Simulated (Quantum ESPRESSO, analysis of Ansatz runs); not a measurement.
**A hop of O in HfO2 (P2_1/c), charge −2 (Quantum ESPRESSO)**

How high is the barrier when O changes place in HfO2 (P2_1/c)? The case: O_i by the interstitialcy path, charge −2, in a cell of 48 host atoms with 1 O put in.

Calculated with Quantum ESPRESSO 7.5; Quantum ESPRESSO plane-wave DFT, PBEsol, GBRV 1.5 PBEsol potentials; nudged elastic band between two relaxed defect structures at fixed charge in a uniform background.

### Step 1. Starting point

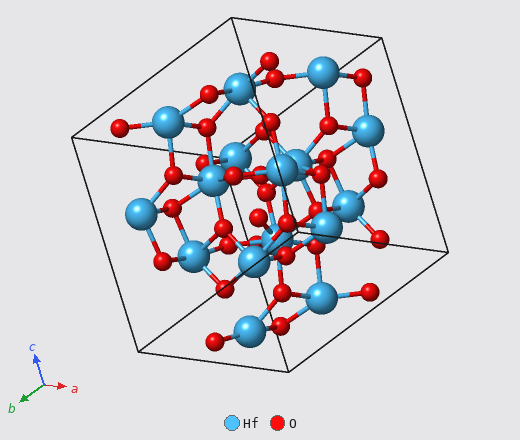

Start, viewed from a free direction; hafnium blue, oxygen red.

The cell holds 49 atoms: 16 Hf and 33 O. Cell: a = 9.411 Å, b = 8.427 Å, c = 9.411 Å, α = 110.9°, β = 113.5°, γ = 108.4°. It derives from HfO2 (space group P2_1/c). Nearest the centre at fractional (0.690, 0.855, 0.735): O44 at 0.91 Å, O49 at 1.03 Å, Hf4 at 2.12 Å, Hf8 at 2.17 Å, O48 at 2.29 Å, O39 at 2.29 Å, Hf10 at 2.72 Å, O28 at 2.74 Å. The cell carries charge −2.

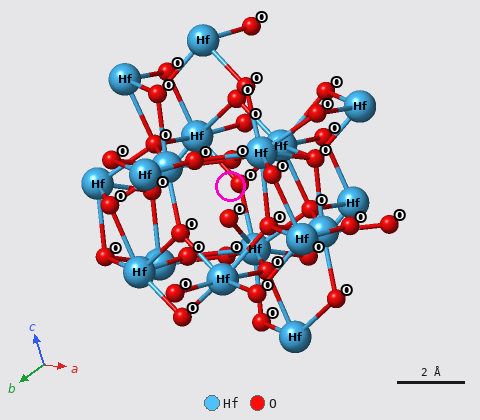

The atoms within 5 Å of the centre. A ring marks the centre wherever it is empty.

The cell's shortest repeat is 8.4 Å.

### Step 2. Relaxation of the start point, charge −2

The ends come first: from an unrelaxed start the top is counted from too high an energy, and the barrier comes out too low. Small random displacements break the symmetry of the ideal sites, so that the defect can distort if it gains by it. The charge of −2 is set by the electron count, and a uniform background keeps the cell neutral.

File pw.in:

```
&CONTROL
  calculation = 'relax'
  prefix = 'pwscf'
  outdir = './tmp'
  pseudo_dir = './pseudo'
  tprnfor = .true.
  disk_io = 'low'
  nstep = 70
  forc_conv_thr = 0.0012
  etot_conv_thr = 0.0001
/
&SYSTEM
  ibrav = 0
  nat = 49
  ntyp = 2
  ecutwfc = 36
  ecutrho = 288
  nbnd = 200
  occupations = 'fixed'
  tot_charge = -2
  nosym = .true.
/
&ELECTRONS
  conv_thr = 5d-08
  electron_maxstep = 100
  mixing_beta = 0.5
/
&IONS
  ion_dynamics = 'bfgs'
/
ATOMIC_SPECIES
Hf   178.4900 hf_pbesol_v1.uspp.F.UPF
O     15.9990 o_pbesol_v1.2.uspp.F.UPF
CELL_PARAMETERS angstrom
  -5.9416700219    5.1632183080    5.1583953540
   4.2040263251   -5.1632183080    5.1655566081
   5.9416700219    5.1632183080   -5.1583953540
ATOMIC_POSITIONS crystal
Hf     0.0826846387    0.4926019833    0.8675515790
Hf     0.0826846387    0.9926019833    0.3675515790
Hf     0.5844084282    0.4915541547    0.3702292635
Hf     0.5855223344    0.9918887040    0.8672820142
Hf     0.3749495956    0.2573980167    0.8400826553
Hf     0.3716377794    0.7577123314    0.3387688743
Hf     0.8749495956    0.2573980167    0.3400826553
Hf     0.8727530569    0.7575715318    0.8368622624
Hf     0.4173153613    0.0073980167    0.1324484210
Hf     0.4176581380    0.5052157119    0.6294133870
Hf     0.9150641302    0.0032176899    0.6290412458
Hf     0.9173153613    0.5073980167    0.1324484210
Hf     0.1258745819    0.2406378475    0.1619763487
Hf     0.1250504044    0.7426019833    0.6599173447
Hf     0.6273286955    0.2431507350    0.6584294075
Hf     0.6250504044    0.7426019833    0.1599173447
O      0.3615726824    0.2141022888    0.5938855746
O      0.3615726824    0.7141022888    0.0938855746
O      0.8640895307    0.2130004264    0.0958426337
O      0.8628575047    0.7139120091    0.5972595581
O      0.3797832858    0.0358977112    0.8974703936
O      0.3780980652    0.5327712991    0.3935088151
O      0.8797832858    0.0358977112    0.3974703936
O      0.8797832858    0.5358977112    0.8974703936
O      0.1384273176    0.2858977112    0.4061144254
O      0.1384273176    0.7858977112    0.9061144254
O      0.6404139887    0.2845271708    0.9082823544
O      0.6398293830    0.7831765220    0.4062524982
O      0.1202167142    0.4641022888    0.1025296064
O      0.1202167142    0.9641022888    0.6025296064
O      0.6214887563    0.4624654880    0.6047972759
O      0.6216108219    0.9683364028    0.1053435347
O      0.3393410070    0.2053133674    0.2074563250
O      0.3377849421    0.7012726569    0.7041840563
O      0.8410515554    0.2043357573    0.7102037846
O      0.8393410070    0.7053133674    0.2074563250
O      0.5021429576    0.0446866326    0.3840276395
O      0.4993543562    0.5457787575    0.8827297415
O      1.0000183885    0.0455963746    0.8814233496
O      1.0021429576    0.5446866326    0.3840276395
O      0.1606589930    0.2946866326    0.7925436750
O      0.1606589930    0.7946866326    0.2925436750
O      0.6606589930    0.2946866326    0.2925436750
O      0.6605176869    0.7982371885    0.7926662352
O     -0.0021429576    0.4553133674    0.6159723605
O     -0.0028168979    0.9575784687    0.1186511193
O      0.4978570424    0.4553133674    0.1159723605
O      0.4953093125    0.9508426455    0.6137403912
O      0.7185543043    0.9193289499    0.6672294428
K_POINTS gamma
```

Started as:

```console
$ OMP_NUM_THREADS=1 mpirun -n 4 pw.x -in pw.in > pw.out
```

The program printed:

```text
[shortened: banners, details of potentials and solvers, and blank lines are left out]
     gamma-point specific algorithms are used
     one sub-group per band group will be used
     scalapack distributed-memory algorithm (size of sub-group:  2*  2 procs)
     bravais-lattice index     =            0
     lattice parameter (alat)  =      17.7847  a.u.
     unit-cell volume          =    3650.0307 (a.u.)^3
     number of atoms/cell      =           49
     number of atomic types    =            2
     number of electrons       =       392.00
     number of Kohn-Sham states=          200
     kinetic-energy cutoff     =      36.0000  Ry
     charge density cutoff     =     288.0000  Ry
     scf convergence threshold =      5.0E-08
     mixing beta               =       0.5000
     number of iterations used =            8  plain     mixing
     energy convergence thresh.=      1.0E-04
     force convergence thresh. =      1.2E-03
     Exchange-correlation= SLA  PW   PSX  PSC
                           (   1   4  10   8   0   0   0)
     nstep                     =           70
     crystal axes: (cart. coord. in units of alat)
               a(1) = (  -0.631338   0.548623   0.548110 )
               a(2) = (   0.446703  -0.548623   0.548871 )
               a(3) = (   0.631338   0.548623  -0.548110 )
     PseudoPot. # 1 for Hf read from file:
     hf_pbesol_v1.uspp.F.UPF
     Pseudo is Ultrasoft + core correction, Zval = 12.0
[...]
PseudoPot. # 2 for O  read from file:
     o_pbesol_v1.2.uspp.F.UPF
     Pseudo is Ultrasoft + core correction, Zval =  6.0
[...]
atomic species   valence    mass     pseudopotential
     Hf               12.00   178.49000     Hf( 1.00)
     O                 6.00    15.99900     O ( 1.00)
     No symmetry found
     site n.     atom                  positions (alat units)
         1        Hf     tau(   1) = (   0.7155632   0.2510686  -0.1598186  )
         2        Hf     tau(   2) = (   0.6232457  -0.2975543   0.3886723  )
         3        Hf     tau(   3) = (   0.0843593   0.2540582   0.3871939  )
         4        Hf     tau(   4) = (   0.6209653   0.2528689   0.3899839  )
         5        Hf     tau(   5) = (   0.4086367   0.5253801  -0.1136659  )
         6        Hf     tau(   6) = (   0.3177210  -0.0259530   0.4339024  )
         7        Hf     tau(   7) = (  -0.2227014   0.5253801   0.4344446  )
         8        Hf     tau(   8) = (   0.3157503   0.5223131   0.4354815  )
[...]
number of k points=     1
                       cart. coord. in units 2pi/alat
        k(    1) = (   0.0000000   0.0000000   0.0000000), wk =   2.0000000
     Dense  grid:   150556 G-vectors     FFT dimensions: ( 100,  90, 100)
     Smooth grid:    53237 G-vectors     FFT dimensions: (  72,  64,  72)
     Check: negative core charge=   -0.000005
     starting charge     357.9999, renormalised to     392.0000
     Self-consistent Calculation
     iteration #  1     ecut=    36.00 Ry     beta= 0.50
     total energy              =   -3603.03327918 Ry
     estimated scf accuracy    <      16.30396572 Ry
     iteration #  2     ecut=    36.00 Ry     beta= 0.50
     total energy              =   -3601.22195092 Ry
     estimated scf accuracy    <      13.33361088 Ry
     iteration #  3     ecut=    36.00 Ry     beta= 0.50
     total energy              =   -3605.51654547 Ry
     estimated scf accuracy    <       7.51736591 Ry
[...]
estimated scf accuracy    <       0.00054769 Ry
     iteration # 10     ecut=    36.00 Ry     beta= 0.50
     total energy              =   -3605.51445230 Ry
     estimated scf accuracy    <       0.00030648 Ry
[... 214 further cycles ...]
     iteration #  7     ecut=    36.00 Ry     beta= 0.50
     total energy              =   -3606.01931764 Ry
     estimated scf accuracy    <          1.2E-09 Ry
     iteration #  8     ecut=    36.00 Ry     beta= 0.50
     End of self-consistent calculation
          k = 0.0000 0.0000 0.0000 (  6643 PWs)   bands (ev):
   -49.1383 -49.1262 -49.1176 -49.0906 -49.0884 -49.0754 -49.0620 -49.0612
   -49.0545 -49.0298 -49.0162 -49.0024 -48.9990 -48.9789 -48.8997 -48.8426
   -18.2607 -18.2291 -18.1819 -18.1557 -18.1440 -18.1357 -18.1142 -18.0883
   -18.0720 -18.0651 -18.0586 -18.0466 -18.0402 -18.0158 -17.9991 -17.9795
   -17.9649 -17.9616 -17.9507 -17.9413 -17.9208 -17.8928 -17.8691 -17.8579
   -17.8505 -17.8436 -17.8278 -17.8237 -17.8096 -17.8041 -17.7945 -17.7692
   -17.7604 -17.7420 -17.7376 -17.7295 -17.7198 -17.7131 -17.7104 -17.6941
   -17.6812 -17.6745 -17.6646 -17.6332 -17.5994 -17.5771 -17.5410 -17.4690
[...]
highest occupied, lowest unoccupied level (ev):    11.6203   15.5394
!    total energy              =   -3606.01931764 Ry
     estimated scf accuracy    <          6.0E-11 Ry
     The total energy is the sum of the following terms:
     one-electron contribution =    -501.91193612 Ry
     hartree contribution      =     485.94009460 Ry
     xc contribution           =   -1448.21247765 Ry
     ewald contribution        =   -2141.83499848 Ry
     convergence has been achieved in   8 iterations
     Forces acting on atoms (cartesian axes, Ry/au):
     atom    1 type  1   force =     0.00017855   -0.00028129    0.00009953
     atom    2 type  1   force =    -0.00043273   -0.00036212   -0.00007192
     atom    3 type  1   force =     0.00004753    0.00052036   -0.00043301
     atom    4 type  1   force =     0.00094643   -0.00038358   -0.00039205
     atom    5 type  1   force =    -0.00016936    0.00005195    0.00053920
     atom    6 type  1   force =     0.00001370    0.00023157    0.00016994
     atom    7 type  1   force =    -0.00001207    0.00019735   -0.00020953
     atom    8 type  1   force =     0.00003211    0.00009434   -0.00031025
[...]
Total force =     0.004587     Total SCF correction =     0.000022
     Energy error            =      4.4E-05 Ry
     Gradient error          =      1.5E-03 Ry/Bohr
     number of scf cycles    =  25
     number of bfgs steps    =  24
     energy             old  =   -3606.0192740673 Ry
     energy             new  =   -3606.0193176438 Ry
     CASE: energy            _new < energy            _old
     new trust radius        =       0.0068490694 bohr
     new conv_thr            =       0.0000000005 Ry
ATOMIC_POSITIONS (crystal)
Hf               0.0794549891        0.4941579343        0.8622802800
Hf               0.0784840157        0.9929760755        0.3660722611
Hf               0.5870932311        0.5024351799        0.3698435277
Hf               0.6046008224        0.9712380801        0.8483399974
Hf               0.3604931266        0.2424049982        0.8343245561
Hf               0.3746654079        0.7625662943        0.3369326679
Hf               0.8735462813        0.2575997937        0.3348866519
Hf               0.8716382648        0.7765620581        0.8427799587
[...]
Check: negative core charge=   -0.000004
     Self-consistent Calculation
     iteration #  1     ecut=    36.00 Ry     beta= 0.50
     total energy              =   -3606.01934274 Ry
     estimated scf accuracy    <       0.00004545 Ry
     iteration #  2     ecut=    36.00 Ry     beta= 0.50
     total energy              =   -3606.01934858 Ry
     estimated scf accuracy    <       0.00000933 Ry
     iteration #  3     ecut=    36.00 Ry     beta= 0.50
     total energy              =   -3606.01935041 Ry
     estimated scf accuracy    <       0.00000139 Ry
[...]
estimated scf accuracy    <       0.00000004 Ry
     iteration #  6     ecut=    36.00 Ry     beta= 0.50
     total energy              =   -3606.01935063 Ry
     estimated scf accuracy    <          8.3E-09 Ry
     iteration #  7     ecut=    36.00 Ry     beta= 0.50
     total energy              =   -3606.01935063 Ry
     estimated scf accuracy    <          6.0E-10 Ry
     iteration #  8     ecut=    36.00 Ry     beta= 0.50
     End of self-consistent calculation
          k = 0.0000 0.0000 0.0000 (  6643 PWs)   bands (ev):
   -49.1368 -49.1277 -49.1182 -49.0889 -49.0869 -49.0751 -49.0624 -49.0608
   -49.0549 -49.0297 -49.0147 -49.0012 -48.9975 -48.9790 -48.9013 -48.8424
   -18.2609 -18.2287 -18.1817 -18.1556 -18.1437 -18.1356 -18.1136 -18.0880
   -18.0720 -18.0646 -18.0582 -18.0463 -18.0398 -18.0157 -17.9985 -17.9791
   -17.9647 -17.9615 -17.9504 -17.9407 -17.9206 -17.8929 -17.8687 -17.8576
   -17.8500 -17.8436 -17.8274 -17.8232 -17.8092 -17.8039 -17.7941 -17.7688
   -17.7602 -17.7420 -17.7371 -17.7290 -17.7196 -17.7126 -17.7102 -17.6942
   -17.6809 -17.6742 -17.6641 -17.6334 -17.5993 -17.5772 -17.5408 -17.4694
[...]
highest occupied, lowest unoccupied level (ev):    11.6223   15.5403
!    total energy              =   -3606.01935063 Ry
     estimated scf accuracy    <          7.4E-11 Ry
     The total energy is the sum of the following terms:
     one-electron contribution =    -501.91572555 Ry
     hartree contribution      =     485.94393267 Ry
     xc contribution           =   -1448.21379153 Ry
     ewald contribution        =   -2141.83376621 Ry
     convergence has been achieved in   8 iterations
     Forces acting on atoms (cartesian axes, Ry/au):
     atom    1 type  1   force =     0.00020953   -0.00018699    0.00032121
     atom    2 type  1   force =    -0.00032732   -0.00022214    0.00000733
     atom    3 type  1   force =    -0.00004584    0.00065945   -0.00037886
     atom    4 type  1   force =     0.00043091   -0.00039866   -0.00023607
     atom    5 type  1   force =     0.00015312   -0.00003433    0.00020761
     atom    6 type  1   force =    -0.00028854    0.00022561    0.00022867
     atom    7 type  1   force =     0.00016417   -0.00011457   -0.00001624
     atom    8 type  1   force =     0.00013078   -0.00010387   -0.00027958
[...]
Total force =     0.003897     Total SCF correction =     0.000033
     Energy error            =      3.3E-05 Ry
     Gradient error          =      1.1E-03 Ry/Bohr
     bfgs converged in  26 scf cycles and  25 bfgs steps
     (criteria: energy <  1.0E-04 Ry, force <  1.2E-03 Ry/Bohr)
     End of BFGS Geometry Optimization
     Final energy             =   -3606.0193506284 Ry
Begin final coordinates
ATOMIC_POSITIONS (crystal)
Hf               0.0794549891        0.4941579343        0.8622802800
Hf               0.0784840157        0.9929760755        0.3660722611
Hf               0.5870932311        0.5024351799        0.3698435277
Hf               0.6046008224        0.9712380801        0.8483399974
Hf               0.3604931266        0.2424049982        0.8343245561
Hf               0.3746654079        0.7625662943        0.3369326679
Hf               0.8735462813        0.2575997937        0.3348866519
Hf               0.8716382648        0.7765620581        0.8427799587
[...]
End final coordinates
   JOB DONE.
```

It took 9.5 min on 4 MPI ranks of Arm Neoverse V1, shared host; peak memory 1.4 GiB; 38 min of CPU time.

The steps of the relaxation (22 of 26):

| step | energy less that of the first step (eV) |
| --- | --- |
| 0 | 0.0000 |
| 1 | -2.7881 |
| 2 | -4.2929 |
| 4 | -5.4885 |
| 5 | -5.9406 |
| 6 | -6.1676 |
| 7 | -6.3317 |
| 8 | -6.4882 |
| 10 | -6.6872 |
| 11 | -6.7415 |
| 12 | -6.7862 |
| 13 | -6.8145 |
| 14 | -6.8337 |
| 15 | -6.8459 |
| 17 | -6.8574 |
| 18 | -6.8605 |
| 19 | -6.8627 |
| 20 | -6.8646 |
| 21 | -6.8661 |
| 23 | -6.8679 |
| 24 | -6.8685 |
| 25 | -6.8690 |

The atoms that moved most (Å):

| atom | dx | dy | dz | length |
| --- | --- | --- | --- | --- |
| O44 | 0.353 | 0.704 | -0.602 | 0.991 |
| O49 | 0.127 | 0.453 | -0.361 | 0.593 |
| O38 | 0.105 | -0.220 | -0.356 | 0.432 |
| O39 | -0.104 | 0.292 | 0.238 | 0.391 |
| Hf4 | -0.313 | 0.107 | 0.089 | 0.343 |
| O35 | -0.027 | -0.185 | 0.083 | 0.205 |
| O46 | -0.068 | 0.113 | 0.156 | 0.204 |
| O34 | -0.093 | -0.072 | 0.163 | 0.201 |

Neighbours of O49 at the end:

| atom | distance (Å) |
| --- | --- |
| Hf4 | 2.083 |
| Hf8 | 2.125 |
| Hf11 | 2.150 |
| O44 | 2.332 |
| O39 | 2.369 |
| O48 | 2.485 |
| O28 | 2.581 |
| O20 | 2.584 |

Read from the output:

* highest filled level: 11.62 eV
* lowest empty level: 15.54 eV
* r.m.s. move of the farther half of the atoms: 0.08293 Å
* largest move from the ideal geometry of this structure, a common shift of the far atoms taken out: 0.9985 Å

The relaxation gained 6.869 eV and ended with a largest force component of 0.029 eV/Å.

(Part 1 of 3 ends here.)

[Logs are printed without paths, hosts, clocks, repeated set-up lines and the standing remarks that a program may print on its own settings, such as how far it seeks lower states.]

[Hosts, paths, dates, database ids (printed as entryN), source tags and the programs' standing remarks are cut or masked in the printed files.]
